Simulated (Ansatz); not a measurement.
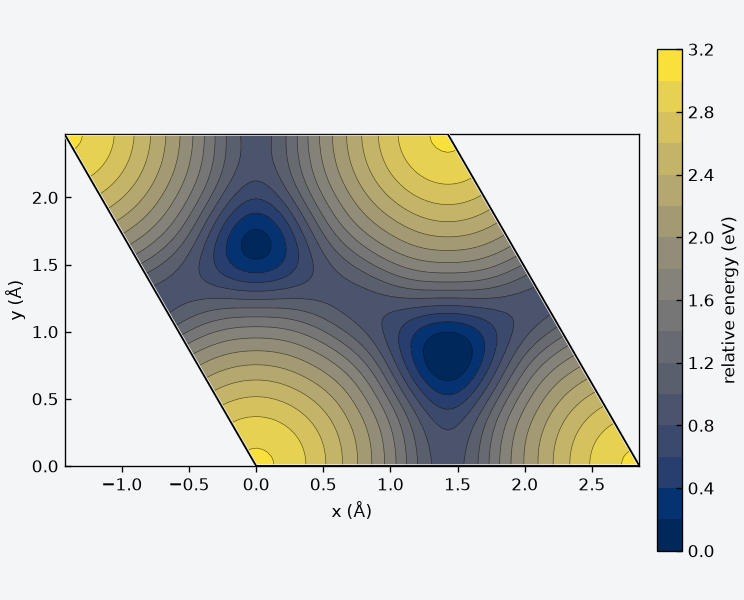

C on a W(111) slab cut from the Fm-3m phase, its upper half relaxed before the scan (3 atoms of substrate and one adsorbate in a 1 × 1 cell). C is moved over the surface cell; relaxed at each place: the height of the adsorbate's atoms; substrate rigid; the origin of the map has the adsorbate above W3. Places are given modulo a cell vector. The map is drawn in real space over the plane of the surface. The scan uses a 6 × 6 grid; 10 points were computed and 26 follow by symmetry. Energies are in eV, from the lowest grid point. With one adsorbate in each 1 × 1 cell, its nearest image is 2.9 Å away, so neighbouring adsorbates interact. These are results of DFT PBE, scalar-relativistic, plane waves, PAW (Ansatz), not measurements. Settings: cutoff 420 eV, k-mesh 9×9×1, gaussian smearing 0.1 eV, no spin polarisation.

Drawn: filled contours, the outline of one cell of the plane. Between grid points the surface is interpolated.

The lowest grid point is at a threefold hollow over a third-layer W atom, (4/6, 2/6) of the cell vectors. There is a further well near a threefold hollow over a second-layer W atom, (2/6, 4/6) of the cell vectors (0.12 eV above the lowest at that grid point). The highest grid point, the top site over a surface W atom, (0/6, 0/6) of the cell vectors, lies 3.03 eV above the lowest. On the interpolated surface the easiest way out of the lowest well to the well at a threefold hollow over a second-layer W atom, (2/6, 4/6) of the cell vectors passes a barrier of about 0.92 eV. At the lowest point the adsorbate has 3 W at 1.98 Å as nearest neighbours, at the highest 1 W at 1.91 Å. Its relaxed height above the top atom is 1.10 Å at the lowest and 1.91 Å at the highest point.

C is replaced by S; all else is set up alike.

> What will the new map look like?

The minimum (interpolated where it lies between grid points) moves from a threefold hollow over a third-layer W atom, (4/6, 2/6) of the cell vectors to a threefold hollow over a second-layer W atom, (2/6, 4/6) of the cell vectors. The span from the lowest to the highest grid point shrinks from 3.03 to 1.80 eV. The easiest pass out of the lowest well goes from about 0.92 to about 0.99 eV on the interpolated surfaces. Higher wells of the new map: a threefold hollow over a third-layer W atom, (4/6, 2/6) of the cell vectors, 0.038 eV up (that grid point lay 0.00 eV up before). In the new map: at the lowest point the adsorbate has 3 W at 2.38 Å as nearest neighbours, at the highest 1 W at 2.30 Å. Its relaxed height above the top atom is 1.71 Å at the lowest and 2.30 Å at the highest point.

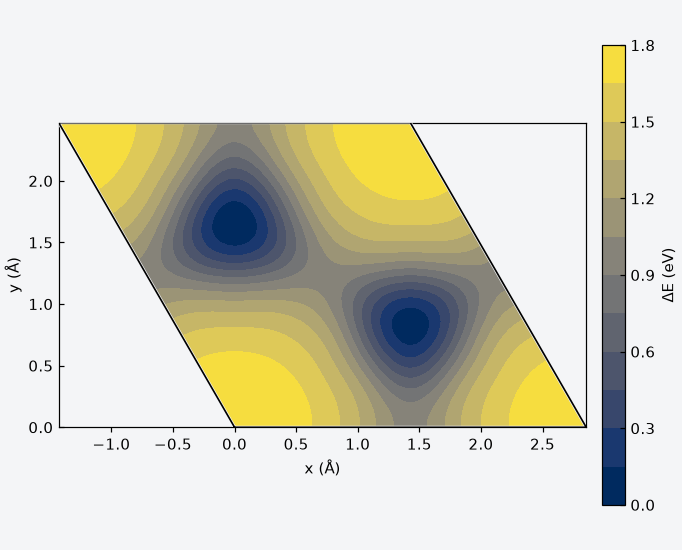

The map after the change, on a colour scale of its own. The picture shows filled contours, the outline of one cell of the plane. Between grid points the surface is interpolated.

PAW datasets: the set soft_1.
